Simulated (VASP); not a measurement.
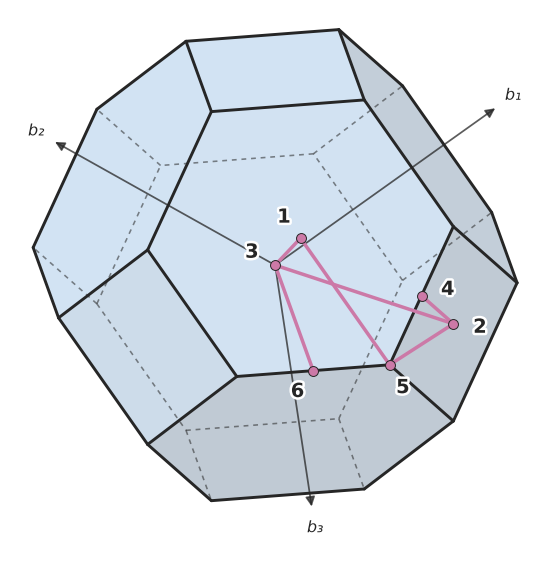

Crystal: GaN, a cell listed in the Materials Project, as set up for an electronic-structure calculation. The first Brillouin zone of a face-centred cubic lattice (cF; extended symbol cF2) is drawn with its special points numbered. The drawing is computed from the coordinates (standard cell, symmetry found to 0.002 Å).

a = 4.507 Å, b = 4.507 Å, c = 4.507 Å, α = 90.00°, β = 90.00°, γ = 90.00°.

Labels and path follow the convention of Hinuma et al. (2017), as computed by seekpath; the arrows show the directions of the reciprocal primitive vectors b₁, b₂, b₃, in which coordinates are given.

**Give the label and coordinates of each numbered point.**

| no. | label | coordinates |
| --- | --- | --- |
| 1 | L | (1/2, 1/2, 1/2) |
| 2 | X | (1/2, 0, 1/2) |
| 3 | Γ | (0, 0, 0) |
| 4 | U | (5/8, 1/4, 5/8) |
| 5 | W | (1/2, 1/4, 3/4) |
| 6 | K | (3/8, 3/8, 3/4) |
